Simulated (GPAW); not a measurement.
A computed optical spectrum

Method: GPAW, PBE, RPA, without spin-orbit coupling, line width 0.2 eV (Lorentzian); metals get a typed carrier damping. The response is along the first axis of the cell.

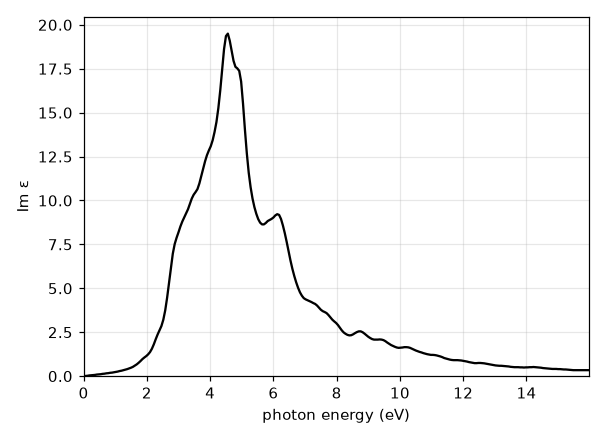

Task: To which candidate does it belong?
A. CdF2 (Fm-3m)
B. GaN (F-43m)
C. NaI (Fm-3m)
D. GaP (F-43m)

Result: D. GaP (F-43m): ε∞ = 9.44 along the first axis, strongest peak along the first axis at 4.54 eV. The others: GaN (F-43m), ε∞ = 5.71 along the first axis, strongest peak along the first axis at 7.15 eV; NaI (Fm-3m), ε∞ = 3.04 along the first axis, strongest peak along the first axis at 5.86 eV; CdF2 (Fm-3m), ε∞ = 2.63 along the first axis, strongest peak along the first axis at 10.30 eV.
